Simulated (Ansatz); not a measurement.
Cu2Ni3

Input file:

```
crystal:
  lattice:
    - [2.5055846692, 0.0, 0.0]
    - [-1.2527923346, 2.1698999748, 0.0]
    - [0.0, 0.0, 20.7364867585]
  atoms:
    - { symbol: Cu, position: [0.3333333333, 0.6666666667, 0.0517707612] }
    - { symbol: Cu, position: [0.3333333333, 0.6666666667, 0.6495678478] }
    - { symbol: Cu, position: [0.6666666667, 0.3333333333, 0.9482292388] }
    - { symbol: Cu, position: [0.6666666667, 0.3333333333, 0.3504321522] }
    - { symbol: Ni, position: [0.3333333333, 0.6666666667, 0.8477094187], spin: 0.47 }
    - { symbol: Ni, position: [0.3333333333, 0.6666666667, 0.2493818076], spin: 0.47 }
    - { symbol: Ni, position: [0.3333333333, 0.6666666667, 0.4515529613], spin: 0.47 }
    - { symbol: Ni, position: [0.6666666667, 0.3333333333, 0.1522905813], spin: 0.47 }
    - { symbol: Ni, position: [0.6666666667, 0.3333333333, 0.5484470387], spin: 0.47 }
    - { symbol: Ni, position: [0.6666666667, 0.3333333333, 0.7506181924], spin: 0.47 }
basis:
  ecutwfc: 420
kpoints:
  mp_grid: { grid: [18, 18, 2] }
hamiltonian:
  xc: pbe
scf:
  occupations: { method: gaussian, width: 0.1 }
output:
  forces: true
  stress: true
  eigenvalues: true
  populations: true
  write_density: true
  write_potential: true
  elf: true
  volumetric_format: npy
magnetization:
  spin_polarized: true
relax:
  adjacent_minimum: "off"
  f_tol: 0.01
  max_steps: 80
  cell: { stress_tol: 0.05 }
```

Command:

```sh
ansatz run input.yaml --threads 4 --pin off --max-ram 8192MiB --backend cpu --events-out ev --progress --plain --runs-dir out
```

Below, planes, directions and counts refer to the conventional cell (a = 2.51 Å, b = 2.51 Å, c = 20.76 Å, α = 90.00°, β = 90.00°, γ = 120.00°).

The fields are those of the run's last geometry, not of the input's.

Space group P-3m1; a structure generated by program, which may or may not match a known phase; spin-polarised.

The calculation used DFT PBE, scalar-relativistic, plane waves, PAW in Ansatz 0.2.0.

Core electrons are frozen (PAW), and the valence fields are smoothed inside the atomic spheres.

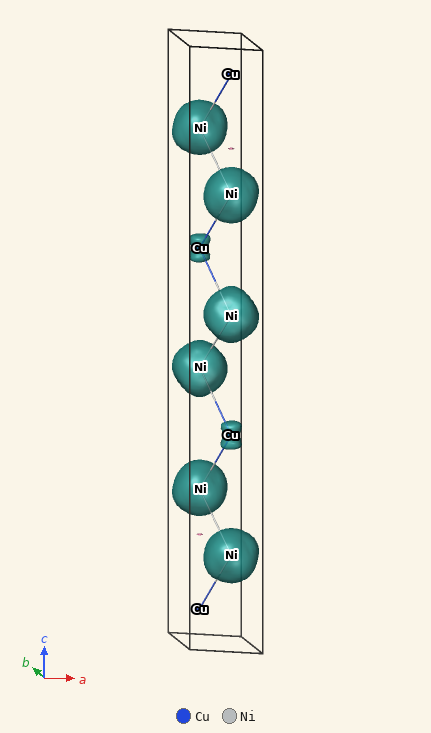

Figure 1. Isosurfaces of the spin density at +0.01 (teal) and −0.01 e/Å³ (pink), seen slightly off an axis. Sticks mark near contacts.

### Describe the spin distribution.

The spin density sits on Ni: +0.5 μB (×6) in one cell of 10 atoms: parallel main moments (a ferromagnetic arrangement) in this solution. The cell of the calculation (10 atoms) carries 2.7 μB of net spin moment.

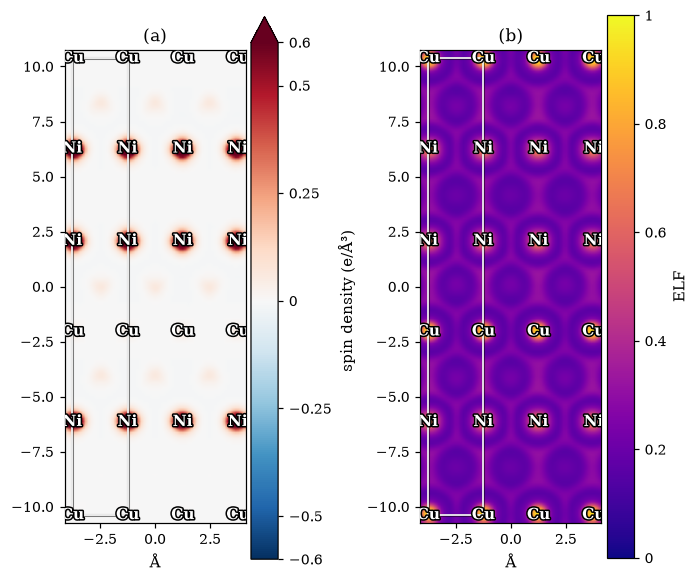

Figure 2. (a) spin density (up minus down); (b) electron localisation function on the (100) plane of the conventional cell.

### What does the map show?

- Atoms in the plane: Cu and Ni.
- Atoms just off the plane (Cu, 0.7 Å away and Ni, 0.7 Å away) can leave unmarked features too.
- Ni–Ni (2.51 Å): the ELF is about 0.25 at the midpoint: no localised pair shows between them.
- Cu–Cu (2.51 Å): the ELF is about 0.20 at the midpoint; no shared electron pair shows on this line.
- The features right at Cu and Ni lie inside the PAW spheres, where the map follows smoothed inner orbitals and isn't to be read closely.

### Does the calculation give a band gap?

It is metallic or semimetallic at this level of theory: no gap opens.
